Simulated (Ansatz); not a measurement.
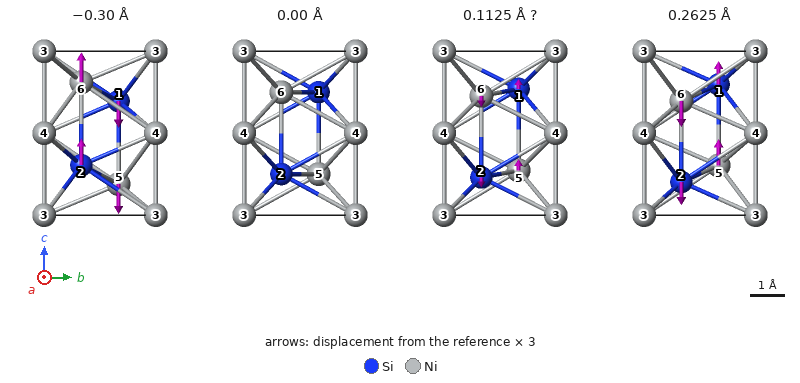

A scan of solid SiNi2 (P6_3/mmc): a normal mode at the zone centre is frozen in with the cell fixed, the amplitude being the largest displacement of an atom. The picture is a ball-and-stick view of the cell of the calculation, seen along the a axis. Purple arrows: displacements from the reference.

Theory: DFT PBEsol, scalar-relativistic, plane waves, PAW in Ansatz 0.2.0. Settings: plane-wave cutoff 420 eV; k-point mesh 12 × 12 × 10; occupations gaussian; smearing width 0.15 eV; no spin polarisation. Energies (free energies at the smearing named) are counted from the relaxed crystal.

| largest displacement (Å) | energy change (meV/cell) |
| --- | --- |
| −0.3000 | 395 |
| −0.1500 | 99 |
| 0.0000 | 0 |
| 0.0375 | 6 |
| 0.0750 | 25 |
| 0.1125 | ? |
| 0.1875 | 155 |
| 0.2250 | 223 |
| 0.2625 | 303 |

Question: Fill in the missing row.

Answer: A straight line between the two neighbours gives 68 meV/cell. A cubic through the four nearest rows (0.0375, 0.0750, 0.1875, 0.2250) gives, with Lagrange weights, (−0.3000)(6) + (1.0000)(25) + (0.5000)(155) + (−0.2000)(223) = 56 meV/cell. The calculation gives 56 meV/cell, so the cubic is right to the digits shown and the straight line 12 meV/cell too high, as the curve bends upwards here.

The whole profile:

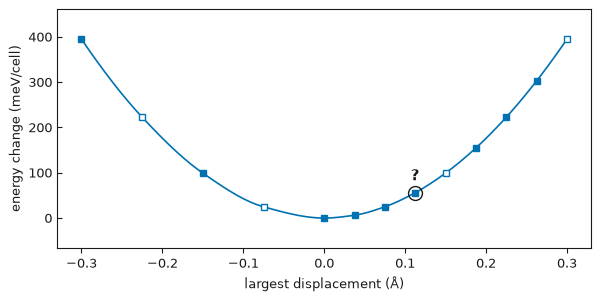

Limits of the set-up: an element that often carries a moment was run without spin polarisation.
